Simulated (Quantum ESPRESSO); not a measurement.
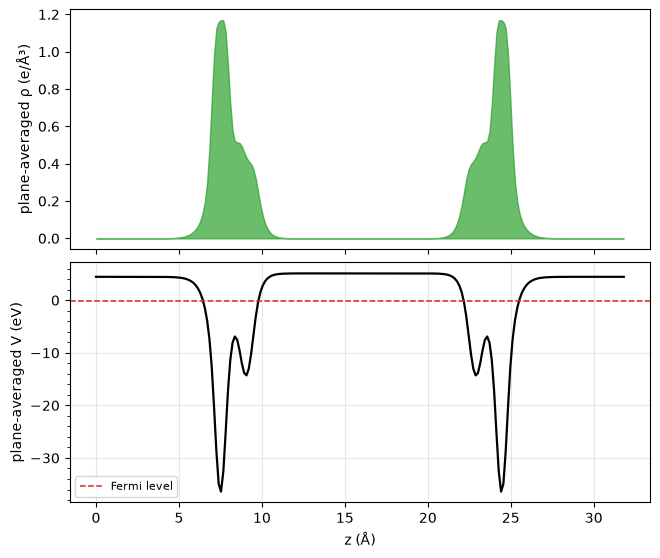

*WS (slab). Plane average of the electrostatic potential energy of an electron and of the valence charge density (pseudo) across the slab.*

Not relaxed (largest force 0.5 eV/Å).

All numbers below come from Kohn-Sham DFT of a periodic cell, PBE, PseudoDojo 0.4.1 SR PBE standard (Quantum ESPRESSO).

> How far above the Fermi level of the calculation is the vacuum level?

4.6 eV.

> What are the slab's thickness and the vacuum gap?

The outermost nuclei are 17.0 Å apart, in 4 atomic planes; the vacuum between periodic images is 15.0 Å wide.
